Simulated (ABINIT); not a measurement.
**Run report: TiC, elastic calculation (part 2 of 2)**

The same run, continued: TiC (2 atoms in the cell); Kohn-Sham DFT of a periodic cell, LDA, PseudoDojo NC SR LDA v0.4.1 standard, no spin polarisation (ABINIT 10.8.3); cutoff 1142.88 eV, 6×6×6 k-mesh, fermi-dirac of 0.05 eV. The structure derives from a Materials Project entry. The settings are looser than a standard set-up, so the numbers are not reference values.

Geometry of the input (Å; fractional positions):
```
0.0000  2.1315  2.1315
2.1315  0.0000  2.1315
2.1315  2.1315  0.0000
Ti 0.0000  0.0000  0.0000
C  0.5000  0.5000  0.5000
```

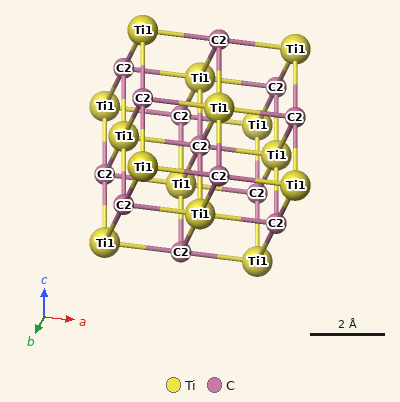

*The structure as given in the input (ball-and-stick view of the cell 4 times as large as that of the calculation, set on its symmetry axes, seen at an oblique angle; atoms are numbered from 1 in the order of the input). An atom can appear more than once, as a periodic image.*

The program's output, continued:
```
--------------------------------------------------------------------------------

 symkchk : k-point set has full space-group symmetry.

 ==>  initialize data related to q vector <==

 The list of irreducible perturbations for this q vector is:
    1)    idir= 1    ipert=   1
    2)    idir= 1    ipert=   2
    3)    idir= 1    ipert=   5
    4)    idir= 2    ipert=   5
    5)    idir= 3    ipert=   5
    6)    idir= 1    ipert=   6
    7)    idir= 2    ipert=   6
    8)    idir= 3    ipert=   6

================================================================================

 The perturbation idir=   2  ipert=   1 is
 symmetric of a previously calculated perturbation.
 So, its SCF calculation is not needed.

 The perturbation idir=   3  ipert=   1 is
 symmetric of a previously calculated perturbation.
 So, its SCF calculation is not needed.

 The perturbation idir=   2  ipert=   2 is
 symmetric of a previously calculated perturbation.
 So, its SCF calculation is not needed.

 The perturbation idir=   3  ipert=   2 is
 symmetric of a previously calculated perturbation.
 So, its SCF calculation is not needed.

--------------------------------------------------------------------------------
 Perturbation wavevector (in red.coord.)   0.000000  0.000000  0.000000
 Perturbation : displacement of atom   1   along direction   1
 Found     4 symmetries that leave the perturbation invariant.
 symkpt : the number of k-points, thanks to the symmetries,
 is reduced to   126 .

--------------------------------------------------------------------------------

--------------------------------------------------------------------------------

 dfpt_looppert : total number of electrons, from k and k+q
  fully or partially occupied states are    1.600000E+01 and    1.600000E+01.
 Initialisation of the first-order wave-functions :
  ireadwf=   0

--- !BeginCycle
iteration_state: {dtset: 2, }
solver: {iscf: 7, nstep: 80, nline: 4, wfoptalg: 0, }
tolerances: {tolvrs: 1.00E-08, }
...

     iter   2DEtotal(Ha)        deltaE(Ha) residm    vres2
-ETOT  1   4.6695598491851     -3.068E+03 3.039E+01 6.659E+02
 ETOT  2   3.3480607659340     -1.321E+00 1.282E-01 1.403E+01
 ETOT  3   3.3436196467633     -4.441E-03 2.531E-03 2.671E-01
 ETOT  4   3.3434541486463     -1.655E-04 4.883E-05 9.354E-02
 ETOT  5   3.3434119303329     -4.222E-05 1.950E-06 1.496E-03
 ETOT  6   3.3434110764802     -8.539E-07 5.602E-08 4.119E-04
 ETOT  7   3.3434109330551     -1.434E-07 2.647E-09 2.651E-05
 ETOT  8   3.3434109233053     -9.750E-09 1.261E-10 1.378E-09

 At SCF step    8       vres2   =  1.38E-09 < tolvrs=  1.00E-08 =>converged.
================================================================================

 ----iterations are completed or convergence reached----

 Mean square residual over all n,k,spin=   17.155E-13; max=  12.607E-11

 2DEtotal=    0.3343410923E+01 Ha. Also 2DEtotal=    0.909788460131E+02 eV
    (2DErelax=   -3.0693324802E+03 Ha. 2DEnonrelax=    3.0726758911E+03 Ha)
    (  non-var. 2DEtotal :    3.3434277953E+00 Ha)

--------------------------------------------------------------------------------
 Perturbation wavevector (in red.coord.)   0.000000  0.000000  0.000000
 Perturbation : displacement of atom   2   along direction   1
 Found     4 symmetries that leave the perturbation invariant.
 symkpt : the number of k-points, thanks to the symmetries,
 is reduced to   126 .

--------------------------------------------------------------------------------

--------------------------------------------------------------------------------

 dfpt_looppert : total number of electrons, from k and k+q
  fully or partially occupied states are    1.600000E+01 and    1.600000E+01.
 Initialisation of the first-order wave-functions :
  ireadwf=   0

--- !BeginCycle
iteration_state: {dtset: 2, }
solver: {iscf: 7, nstep: 80, nline: 4, wfoptalg: 0, }
tolerances: {tolvrs: 1.00E-08, }
...

     iter   2DEtotal(Ha)        deltaE(Ha) residm    vres2
-ETOT  1   4.4492267982489     -5.167E+02 1.901E+00 4.395E+03
 ETOT  2   3.3743251084461     -1.075E+00 1.405E-01 9.105E+01
 ETOT  3   3.3442970717210     -3.003E-02 1.326E-03 3.989E+00
 ETOT  4   3.3429767991112     -1.320E-03 7.619E-05 1.551E-01
 ETOT  5   3.3428995808754     -7.722E-05 2.858E-06 1.153E-03
 ETOT  6   3.3429003381342      7.573E-07 9.571E-08 3.074E-03
 ETOT  7   3.3428991939760     -1.144E-06 4.447E-09 1.648E-06
 ETOT  8   3.3428991935795     -3.965E-10 2.398E-10 9.221E-09

 At SCF step    8       vres2   =  9.22E-09 < tolvrs=  1.00E-08 =>converged.
================================================================================

 ----iterations are completed or convergence reached----

 Mean square residual over all n,k,spin=   22.041E-13; max=  23.975E-11

 2DEtotal=    0.3342899194E+01 Ha. Also 2DEtotal=    0.909649211379E+02 eV
    (2DErelax=   -5.1779362341E+02 Ha. 2DEnonrelax=    5.2113652260E+02 Ha)
    (  non-var. 2DEtotal :    3.3429138533E+00 Ha)

--------------------------------------------------------------------------------
 Perturbation wavevector (in red.coord.)   0.000000  0.000000  0.000000
 Found    16 symmetries that leave the perturbation invariant.
 symkpt : the number of k-points, thanks to the symmetries,
 is reduced to    63 .

--------------------------------------------------------------------------------

--------------------------------------------------------------------------------

 dfpt_looppert : total number of electrons, from k and k+q
  fully or partially occupied states are    1.600000E+01 and    1.600000E+01.
 Initialisation of the first-order wave-functions :
  ireadwf=   0

--- !BeginCycle
iteration_state: {dtset: 2, }
solver: {iscf: 7, nstep: 80, nline: 4, wfoptalg: 0, }
tolerances: {tolvrs: 1.00E-08, }
...

     iter   2DEtotal(Ha)        deltaE(Ha) residm    vres2
-ETOT  1   26.962234406036     -3.902E+01 8.783E+01 6.604E+04
 ETOT  2   70.256667610598      4.329E+01 2.537E-01 1.817E+05
 ETOT  3   4.8453882979313     -6.541E+01 4.892E-02 6.214E+03
 ETOT  4   2.5181138607550     -2.327E+00 1.522E-03 5.201E+00
 ETOT  5   2.5163467513214     -1.767E-03 5.765E-05 7.267E-02
 ETOT  6   2.5163223909080     -2.436E-05 1.151E-06 6.153E-04
 ETOT  7   2.5163221145536     -2.764E-07 8.929E-08 1.668E-06
 ETOT  8   2.5163221141301     -4.235E-10 2.050E-09 5.076E-09

 At SCF step    8       vres2   =  5.08E-09 < tolvrs=  1.00E-08 =>converged.
================================================================================

 ----iterations are completed or convergence reached----

 Mean square residual over all n,k,spin=   24.047E-12; max=  20.496E-10

 2DEtotal=    0.2516322114E+01 Ha. Also 2DEtotal=    0.684726129669E+02 eV
    (2DErelax=   -6.3469838986E+01 Ha. 2DEnonrelax=    6.5986161100E+01 Ha)
    (  non-var. 2DEtotal :    2.5163227609E+00 Ha)

--------------------------------------------------------------------------------
 Perturbation wavevector (in red.coord.)   0.000000  0.000000  0.000000
 Found    16 symmetries that leave the perturbation invariant.
 symkpt : the number of k-points, thanks to the symmetries,
 is reduced to    63 .

--------------------------------------------------------------------------------

--------------------------------------------------------------------------------

 dfpt_looppert : total number of electrons, from k and k+q
  fully or partially occupied states are    1.600000E+01 and    1.600000E+01.
 Initialisation of the first-order wave-functions :
  ireadwf=   0

--- !BeginCycle
iteration_state: {dtset: 2, }
solver: {iscf: 7, nstep: 80, nline: 4, wfoptalg: 0, }
tolerances: {tolvrs: 1.00E-08, }
...

     iter   2DEtotal(Ha)        deltaE(Ha) residm    vres2
-ETOT  1   26.962063191731     -3.902E+01 8.783E+01 6.604E+04
 ETOT  2   70.256504479747      4.329E+01 2.484E-01 1.817E+05
 ETOT  3   4.8453423623581     -6.541E+01 4.892E-02 6.213E+03
 ETOT  4   2.5181315827062     -2.327E+00 1.522E-03 5.201E+00
 ETOT  5   2.5163643389657     -1.767E-03 4.429E-05 7.267E-02
 ETOT  6   2.5163399772979     -2.436E-05 1.151E-06 6.154E-04
 ETOT  7   2.5163397008895     -2.764E-07 6.561E-08 1.667E-06
 ETOT  8   2.5163397004682     -4.213E-10 1.937E-09 5.081E-09

 At SCF step    8       vres2   =  5.08E-09 < tolvrs=  1.00E-08 =>converged.
================================================================================

 ----iterations are completed or convergence reached----

 Mean square residual over all n,k,spin=   25.307E-12; max=  19.374E-10

 2DEtotal=    0.2516339700E+01 Ha. Also 2DEtotal=    0.684730915155E+02 eV
    (2DErelax=   -6.3469821399E+01 Ha. 2DEnonrelax=    6.5986161099E+01 Ha)
    (  non-var. 2DEtotal :    2.5163403361E+00 Ha)

--------------------------------------------------------------------------------
 Perturbation wavevector (in red.coord.)   0.000000  0.000000  0.000000
 Found    16 symmetries that leave the perturbation invariant.
 symkpt : the number of k-points, thanks to the symmetries,
 is reduced to    63 .

--------------------------------------------------------------------------------

--------------------------------------------------------------------------------

 dfpt_looppert : total number of electrons, from k and k+q
  fully or partially occupied states are    1.600000E+01 and    1.600000E+01.
 Initialisation of the first-order wave-functions :
  ireadwf=   0

--- !BeginCycle
iteration_state: {dtset: 2, }
solver: {iscf: 7, nstep: 80, nline: 4, wfoptalg: 0, }
tolerances: {tolvrs: 1.00E-08, }
...

     iter   2DEtotal(Ha)        deltaE(Ha) residm    vres2
-ETOT  1   26.961642614141     -3.902E+01 8.783E+01 6.604E+04
 ETOT  2   70.255284641294      4.329E+01 2.484E-01 1.816E+05
 ETOT  3   4.8453487727925     -6.541E+01 4.892E-02 6.213E+03
 ETOT  4   2.5181332474959     -2.327E+00 1.522E-03 5.202E+00
 ETOT  5   2.5163659842467     -1.767E-03 5.757E-05 7.267E-02
 ETOT  6   2.5163416249749     -2.436E-05 1.151E-06 6.152E-04
 ETOT  7   2.5163413487206     -2.763E-07 8.919E-08 1.666E-06
 ETOT  8   2.5163413482973     -4.233E-10 2.051E-09 5.106E-09

 At SCF step    8       vres2   =  5.11E-09 < tolvrs=  1.00E-08 =>converged.
================================================================================

 ----iterations are completed or convergence reached----

 Mean square residual over all n,k,spin=   24.278E-12; max=  20.508E-10

 2DEtotal=    0.2516341348E+01 Ha. Also 2DEtotal=    0.684731363553E+02 eV
    (2DErelax=   -6.3469819750E+01 Ha. 2DEnonrelax=    6.5986161098E+01 Ha)
    (  non-var. 2DEtotal :    2.5163420005E+00 Ha)

--------------------------------------------------------------------------------
 Perturbation wavevector (in red.coord.)   0.000000  0.000000  0.000000
 Found     8 symmetries that leave the perturbation invariant.
 symkpt : the number of k-points, thanks to the symmetries,
 is reduced to   126 .

--------------------------------------------------------------------------------

--------------------------------------------------------------------------------

 dfpt_looppert : total number of electrons, from k and k+q
  fully or partially occupied states are    1.600000E+01 and    1.600000E+01.
 Initialisation of the first-order wave-functions :
  ireadwf=   0

--- !BeginCycle
iteration_state: {dtset: 2, }
solver: {iscf: 7, nstep: 80, nline: 4, wfoptalg: 0, }
tolerances: {tolvrs: 1.00E-08, }
...

     iter   2DEtotal(Ha)        deltaE(Ha) residm    vres2
-ETOT  1   2.0518910862414     -2.863E+01 2.470E+01 3.528E+03
 ETOT  2  0.80698757782272     -1.245E+00 2.586E-02 7.123E+01
 ETOT  3  0.76118127511584     -4.581E-02 1.965E-04 1.120E+00
 ETOT  4  0.76087541670378     -3.059E-04 1.939E-05 9.425E-04
 ETOT  5  0.76087509083108     -3.259E-07 4.074E-07 1.583E-06
 ETOT  6  0.76087509053032     -3.008E-10 3.743E-08 6.304E-09

 At SCF step    6       vres2   =  6.30E-09 < tolvrs=  1.00E-08 =>converged.
================================================================================

 ----iterations are completed or convergence reached----

 Mean square residual over all n,k,spin=   12.982E-11; max=  37.427E-09

 2DEtotal=    0.7608750905E+00 Ha. Also 2DEtotal=    0.207044659734E+02 eV
    (2DErelax=   -2.9923803027E+01 Ha. 2DEnonrelax=    3.0684678118E+01 Ha)
    (  non-var. 2DEtotal :    7.6087476991E-01 Ha)

--------------------------------------------------------------------------------
 Perturbation wavevector (in red.coord.)   0.000000  0.000000  0.000000
 Found     8 symmetries that leave the perturbation invariant.
 symkpt : the number of k-points, thanks to the symmetries,
 is reduced to   126 .

--------------------------------------------------------------------------------

--------------------------------------------------------------------------------

 dfpt_looppert : total number of electrons, from k and k+q
  fully or partially occupied states are    1.600000E+01 and    1.600000E+01.
 Initialisation of the first-order wave-functions :
  ireadwf=   0

--- !BeginCycle
iteration_state: {dtset: 2, }
solver: {iscf: 7, nstep: 80, nline: 4, wfoptalg: 0, }
tolerances: {tolvrs: 1.00E-08, }
...

     iter   2DEtotal(Ha)        deltaE(Ha) residm    vres2
-ETOT  1   2.0518546795931     -2.863E+01 2.470E+01 3.528E+03
 ETOT  2  0.80699647675203     -1.245E+00 2.586E-02 7.122E+01
 ETOT  3  0.76119078209281     -4.581E-02 1.816E-04 1.121E+00
 ETOT  4  0.76088489732316     -3.059E-04 1.940E-05 9.407E-04
 ETOT  5  0.76088457126357     -3.261E-07 4.073E-07 1.575E-06
 ETOT  6  0.76088457096468     -2.989E-10 3.743E-08 6.283E-09

 At SCF step    6       vres2   =  6.28E-09 < tolvrs=  1.00E-08 =>converged.
================================================================================

 ----iterations are completed or convergence reached----

 Mean square residual over all n,k,spin=   12.930E-11; max=  37.427E-09

 2DEtotal=    0.7608845710E+00 Ha. Also 2DEtotal=    0.207047239491E+02 eV
    (2DErelax=   -2.9923793547E+01 Ha. 2DEnonrelax=    3.0684678118E+01 Ha)
    (  non-var. 2DEtotal :    7.6088424749E-01 Ha)

--------------------------------------------------------------------------------
 Perturbation wavevector (in red.coord.)   0.000000  0.000000  0.000000
 Found     8 symmetries that leave the perturbation invariant.
 symkpt : the number of k-points, thanks to the symmetries,
 is reduced to   126 .

--------------------------------------------------------------------------------

--------------------------------------------------------------------------------

 dfpt_looppert : total number of electrons, from k and k+q
  fully or partially occupied states are    1.600000E+01 and    1.600000E+01.
 Initialisation of the first-order wave-functions :
  ireadwf=   0

--- !BeginCycle
iteration_state: {dtset: 2, }
solver: {iscf: 7, nstep: 80, nline: 4, wfoptalg: 0, }
tolerances: {tolvrs: 1.00E-08, }
...

     iter   2DEtotal(Ha)        deltaE(Ha) residm    vres2
-ETOT  1   2.0518574025760     -2.863E+01 2.470E+01 3.528E+03
 ETOT  2  0.80699643150943     -1.245E+00 2.586E-02 7.123E+01
 ETOT  3  0.76119073929513     -4.581E-02 1.963E-04 1.120E+00
 ETOT  4  0.76088487463608     -3.059E-04 1.940E-05 9.416E-04
 ETOT  5  0.76088454837279     -3.263E-07 4.074E-07 1.576E-06
 ETOT  6  0.76088454807284     -2.999E-10 3.743E-08 6.325E-09

 At SCF step    6       vres2   =  6.33E-09 < tolvrs=  1.00E-08 =>converged.
================================================================================

 ----iterations are completed or convergence reached----

 Mean square residual over all n,k,spin=   12.790E-11; max=  37.427E-09

 2DEtotal=    0.7608845481E+00 Ha. Also 2DEtotal=    0.207047233262E+02 eV
    (2DErelax=   -2.9923793570E+01 Ha. 2DEnonrelax=    3.0684678118E+01 Ha)
    (  non-var. 2DEtotal :    7.6088421751E-01 Ha)

================================================================================

 ---- first-order wavefunction calculations are completed ----

 ==> Compute Derivative Database <==

  Dynamical matrix, in cartesian coordinates,
   if specified in the inputs, asr has been imposed
     j1       j2             matrix element
  dir pert dir pert     real part    imaginary part

   1    1   1    1         0.1030942701         0.0000000000
   1    1   1    2        -0.1030942701         0.0000000000

   2    1   2    1         0.1030942701         0.0000000000
   2    1   2    2        -0.1030942701         0.0000000000

   3    1   3    1         0.1030942701         0.0000000000
   3    1   3    2        -0.1030942701         0.0000000000

   1    2   1    1        -0.1030937537         0.0000000000
   1    2   1    2         0.1030937537         0.0000000000

   2    2   2    1        -0.1030937537         0.0000000000
   2    2   2    2         0.1030937537         0.0000000000

   3    2   3    1        -0.1030937537         0.0000000000
   3    2   3    2         0.1030937537         0.0000000000

  Rigid-atom elastic tensor , in cartesian coordinates,
     j1       j2             matrix element
  dir pert dir pert     real part    imaginary part

   1    5   1    5         0.0192522745         0.0000000000
   1    5   2    5         0.0047786192         0.0000000000
   1    5   3    5         0.0047786190         0.0000000000

   2    5   1    5         0.0047786112         0.0000000000
   2    5   2    5         0.0192524089         0.0000000000
   2    5   3    5         0.0047786190         0.0000000000

   3    5   1    5         0.0047786112         0.0000000000
   3    5   2    5         0.0047786192         0.0000000000
   3    5   3    5         0.0192524217         0.0000000000

   1    6   1    6         0.0058214193         0.0000000000

   2    6   2    6         0.0058214918         0.0000000000

   3    6   3    6         0.0058214916         0.0000000000

  Internal strain coupling parameters, in cartesian coordinates,
   zero average net force deriv. has been imposed
     j1       j2             matrix element
  dir pert dir pert     real part    imaginary part

  Phonon wavevector (reduced coordinates) :  0.00000  0.00000  0.00000
 Phonon energies in Hartree :
   0.000000E+00  0.000000E+00  0.000000E+00  2.426892E-03  2.426892E-03
   2.426892E-03
 Phonon frequencies in cm-1    :
   0.000000E+00  0.000000E+00  0.000000E+00  5.326413E+02  5.326413E+02
   5.326413E+02

== END DATASET(S) ==============================================================
================================================================================

 -outvars: echo values of variables after computation  --------
            acell      5.6963906674E+00  5.6963906674E+00  5.6963906674E+00 Bohr
           etotal1    -6.5448116599E+01
           etotal2     7.6088454807E-01
            fcart1    -0.0000000000E+00 -0.0000000000E+00 -0.0000000000E+00
                      -0.0000000000E+00 -0.0000000000E+00 -0.0000000000E+00
            fcart2     0.0000000000E+00  0.0000000000E+00  0.0000000000E+00
                       0.0000000000E+00  0.0000000000E+00  0.0000000000E+00
            rprim      0.0000000000E+00  7.0710678120E-01  7.0710678120E-01
                       7.0710678120E-01  0.0000000000E+00  7.0710678120E-01
                       7.0710678120E-01  7.0710678120E-01  0.0000000000E+00
           strten1    -2.4560211355E-06 -2.4560211355E-06 -2.4560211355E-06
                       0.0000000000E+00  0.0000000000E+00  0.0000000000E+00
           strten2     0.0000000000E+00  0.0000000000E+00  0.0000000000E+00
                       0.0000000000E+00  0.0000000000E+00  0.0000000000E+00
           xangst      0.0000000000E+00  0.0000000000E+00  0.0000000000E+00
                       2.1315027686E+00  2.1315027686E+00  2.1315027686E+00
             xred      0.0000000000E+00  0.0000000000E+00  0.0000000000E+00
                       5.0000000000E-01  5.0000000000E-01  5.0000000000E-01
 Calculation completed.
```
